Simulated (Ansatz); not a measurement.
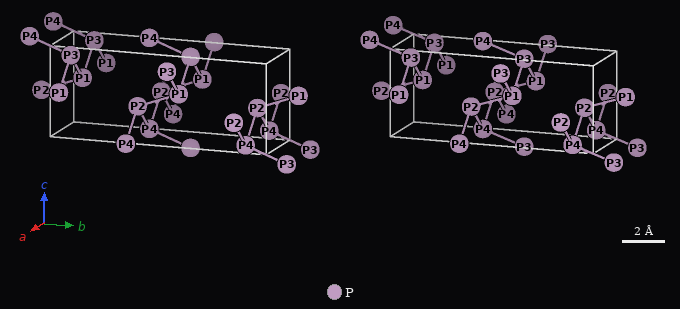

Two geometries of solid P (built on the black type) (coarse preliminary run), drawn at one scale. One is the start of a relaxation, the other its converged end. A ball-and-stick model of the conventional cell (2 times the calculation's cell), seen slightly off an axis. Lengths and directions refer to the drawn axes.

These are results of Ansatz 0.2.0, DFT PBE, scalar-relativistic, plane waves, PAW, not measurements. Settings: plane-wave cutoff 420 eV; k-point mesh 6 × 6 × 4; occupations gaussian; smearing width 0.05 eV; no spin polarisation; cell and atoms relaxed; force threshold 0.03 eV/Å; at most 60 steps.

> Which geometry has the lower energy?

The left one is the relaxed one. After 4 accepted moves (5 points after the start) the energy has fallen by 9.1 meV per atom. The largest force component goes from 0.1 to 0.0089 eV/Å. Pressure: 2.29 GPa at the start and 0.12 GPa at the end. At 1 point the geometry stayed and the basis and grid were re-selected for the new cell (energy shift of 0.7 meV per atom at most each time). The largest moves relative to the cell, 0.076 Å, are those of P1, P2, P3 and P4. P3 goes along [0 −1 −1]. The drawn cell changes as follows: a 3.314 → 3.322 Å (+0.2 %), b 10.478 → 11.149 Å (+6.4 %), c 4.376 → 4.531 Å (+3.5 %); the volume changes by +10.4 %. Among the contacts that change: P1–P2 2.244 → 2.260 Å, P1–P3 2.224 → 2.232 Å. The space group stays Cmce (No. 64). The run took of the order of 12 core-seconds on a shared host.
